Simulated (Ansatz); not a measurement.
## Energy of Be along an even scaling of the cell

System: Be (1 atom in the cell).
Method: DFT, PBE, all-electron PAW with datasets made for the crystal, scalar-relativistic, no spin polarisation (Ansatz 0.2.0).

The 9 runs differ only in the geometry, by an even scaling of the cell at fixed fractional positions. The structure derives from a Materials Project entry.

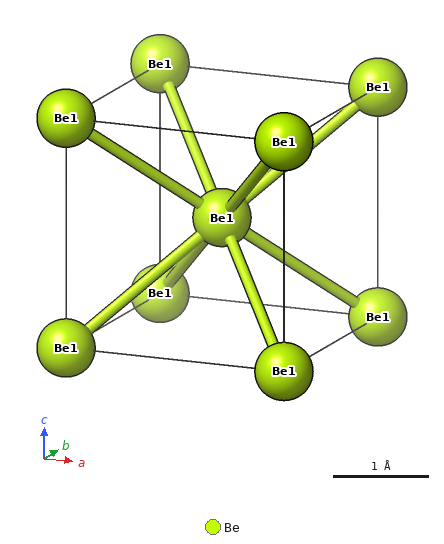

Figure 1. The structure of run 5 (ball-and-stick view of the cell 2 times as large as that of the calculation, set on its symmetry axes, seen slightly off an axis; atoms are numbered from 1 in the order of the input).

## Input of run 5
```yaml
crystal:
  lattice:
    - [-1.24892988, 1.24892988, 1.24892988]
    - [1.24892988, -1.24892988, 1.24892988]
    - [1.24892988, 1.24892988, -1.24892988]
  atoms:
    - { symbol: Be, position: [0.0, 0.0, 0.0] }
kpoints:
  mp_grid: { grid: [23, 23, 23] }
scf:
  occupations: { method: fermi_dirac, width: 0.03 }
hamiltonian:
  xc: pbe
  pseudopotentials: { kind: all_electron, datasets: crystal }
output:
  forces: true
  stress: true
  eigenvalues: true
  efg: { contact_densities: true }
```

Command:
```bash
ansatz run input.yaml --threads 1 --pin off --max-ram 3072MiB --backend cpu --events-out ev --progress --plain --runs-dir out
```

Lattice vectors (Å) and fractional positions of run 5:
```
  -1.248930    1.248930    1.248930
   1.248930   -1.248930    1.248930
   1.248930    1.248930   -1.248930
Be  0.000000  0.000000  0.000000
```

Run 2 differs from it as follows:
```diff
-    - [-1.24892988, 1.24892988, 1.24892988]
-    - [1.24892988, -1.24892988, 1.24892988]
-    - [1.24892988, 1.24892988, -1.24892988]
+    - [-1.2277574868, 1.2277574868, 1.2277574868]
+    - [1.2277574868, -1.2277574868, 1.2277574868]
+    - [1.2277574868, 1.2277574868, -1.2277574868]
```

## Results, with one run withheld

```csv
run,volume per atom (Å³),"free energy per atom, from the lowest run given (meV)",pressure (GPa)
1,7.399,9.18,7.40
2,7.403,?,?
3,7.556,3.41,4.39
4,7.714,0.48,1.63
5,7.792,0.00,0.34
6,7.950,0.88,−2.09
7,8.029,2.19,−3.22
8,8.186,6.41,−5.34
9,8.343,12.64,−7.30
```

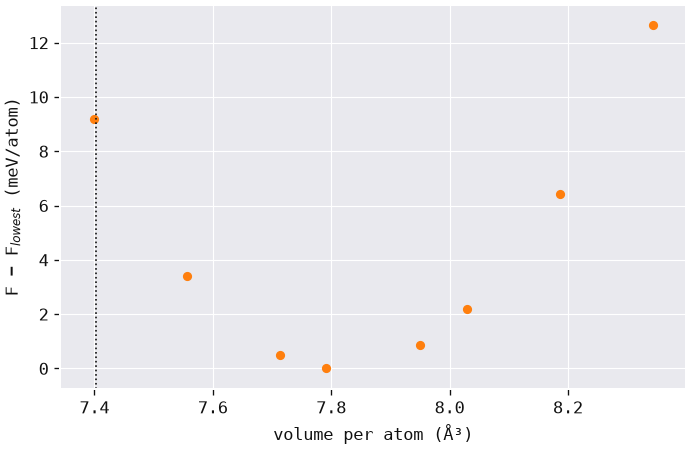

Figure 2. Free energy per atom of the runs given; the dotted line marks run 2.

What should run 2 give?

A cubic polynomial in V^(−2/3) (the Birch–Murnaghan form), fitted to the 8 runs given, misses them by at most 0.01 meV per atom. With x = V^(−2/3) − 0.25292 Å⁻², it reads F = 0.089798 − 221.15 x + 1.0611e+05 x² − 1.5111e+05 x³ (meV per atom). At run 2 it gives 8.99 meV per atom, and the run itself gives 9.00. The slope of the fit gives a pressure −dF/dV of 7.32 GPa there, and the run prints 7.32 GPa. The fit has its minimum at 7.813 Å³ per atom, where V d²F/dV² gives 124 GPa: the bulk modulus at this level, since symmetry fixes the shape and the positions.

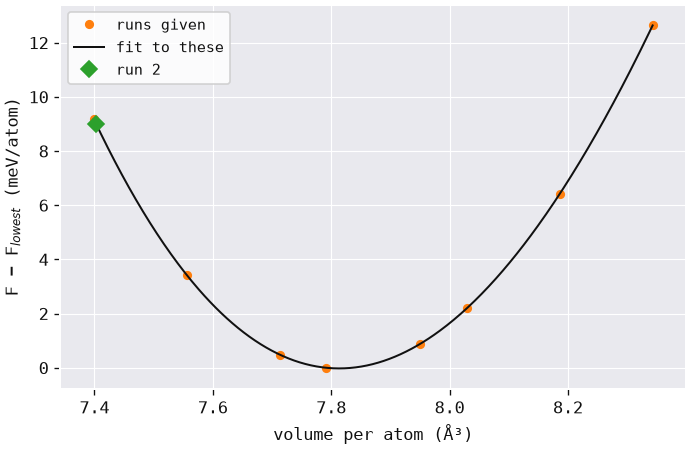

Figure 3. The fit and the withheld run.

## Output, shortened to warnings, some set-up lines, iterations and results (run 2)
```
Basis set: ecut = 240 eV, 55 PW (Γ), exchange–correlation on 24×24×24 points (8 copies of the dense FFT grid, shifted against one another)
Symmetry: 48 space group operations
k-points: 364 of 12167
Initial density: superposition of atomic densities (neutral atoms: chi_scale 0, normalization atom)
[...]
SCF iter   1: F=—  HF=-401.641717 eV  |F-HF|=—  |Δ(HF+E_count)|=         —  Δρ=2.08e-2  dr2=8.80e-3  ethr=4.50e-4  ⟨swp⟩=2.9  Hψ=11670  notcnv=0
SCF iter   2: F=—  HF=-401.754207 eV  |F-HF|=—  |Δ(HF+E_count)|=   1.12e-1  Δρ=1.11e-2  dr2=2.52e-3  ethr=4.40e-4  ⟨swp⟩=2.3  Hψ=3737  notcnv=0  defer=11
SCF iter   3: F=—  HF=-401.801792 eV  |F-HF|=—  |Δ(HF+E_count)|=   4.76e-2  Δρ=5.71e-4  dr2=5.37e-6  ethr=3.32e-7  ⟨swp⟩=2.0  Hψ=10012  notcnv=0  defer=2
SCF iter   4: F=—  HF=-401.801977 eV  |F-HF|=—  |Δ(HF+E_count)|=   1.85e-4  Δρ=2.12e-4  dr2=7.28e-7  ethr=2.69e-7  ⟨swp⟩=2.9  Hψ=2576  notcnv=0  defer=2
SCF iter   5: F=-401.802004 eV  HF=-401.802004 eV  |F-HF|=2.46e-9  |Δ(HF+E_count)|=   2.65e-5  Δρ=4.99e-6  dr2=3.42e-10  ethr=3.64e-8  ⟨swp⟩=3.0  Hψ=2636  notcnv=0  defer=2
SCF 1 converged in 5 iterations: F = -401.802003 eV  dr2 = 3.42e-10
  Residual-converged pass: ⟨swp⟩=2.0  Hψ=2198  notcnv=0  max |occ|·‖R‖ = 3.7e-6 eV (tolerance 3.7e-6 eV)  dr2=3.38e-10  dr2_onsite=2.43e-9  max |Δocc| = 4.2e-10
SCF converged after 5 iterations
Free energy (F): -401.802003 eV
Harris-Foulkes:  -401.802003 eV  (|F-HF|=2.46e-9)
Internal energy: -401.801509 eV  (E = F + TS)
E sigma→0 (E₀):  -401.801756 eV
Entropy (-TS):   -0.000495 eV (-0.495 meV/atom)
Past the cutoff: the bands carry plane waves up to 1.75 times it, of which those up to 1.5 times it add -0.000152 eV an atom, each by itself; the spheres take 0.000045 eV an atom off the energy for waves past 1.75 times it
By the cutoff:   a pressure is off by up to 0.005 GPa (1.2 times the spheres' own share and the shells' term, over an atom's volume, and 0.004 GPa: a bound that held against runs at twice the plane waves)
Past the cutoffs: a stress includes 0.0002 GPa for waves and charges beyond them, in addition to the slope of what the spheres take
In the spheres:  the bands' charges fall short by 1.4e-7 e at most (sound up to 1e-3)
Fermi energy:    10.205465 eV
--- Per-component energies (eV) ---
  E_band       = 8.135814
  E_kinetic    = 19.994027
  E_local      = 8.313383  (includes V_loc(G=0)·N_el)
  E_nonlocal   = 1.617747
  E_hartree    = 0.010260
  E_xc         = -16.252461
  E_vxc        = -20.878465  (∫ρ·V_xc dr)
  E_paw        = -386.175693  (= ΣΔE_a)
  E_vpaw       = -14.305000  (= ΣTr[D̂ρ^β])
  E_ewald      = -42.682429
  E_smearing   = -0.000495  (= −TS)
  E_closure    = 13.373656  (closes the sum)
  Σ components = -401.802003   (vs F -401.802003, Δ=-5.68e-14)
  The terms above E_closure are by the made datasets' own strengths, without shells solved beside the bands.
--- Forces (eV/Å), atoms counted from 1 ---
  atom   1  Be     0.00000000     0.00000000    -0.00000000
  max |Σ_I F_I| component: 7.70e-34 eV/Å
--- Stress (GPa, compression-positive) ---
        7.322860       0.000000      -0.000000
        0.000000       7.322860      -0.000000
       -0.000000       0.000000       7.322860
  P = ⅓ Tr σ = 7.3229 GPa (73.229 kbar)
--- PAW observables at the nuclei: V_zz in 10²¹ V/m², potentials from the cell's mean, atoms counted from 1 ---
  atom   1  Be V_zz =    -0.000000   η = 0.0000   by run symmetry: forbidden
            electrostatic potential = -243.361356 V   contact ρ = 238.460326 e/Å³
```
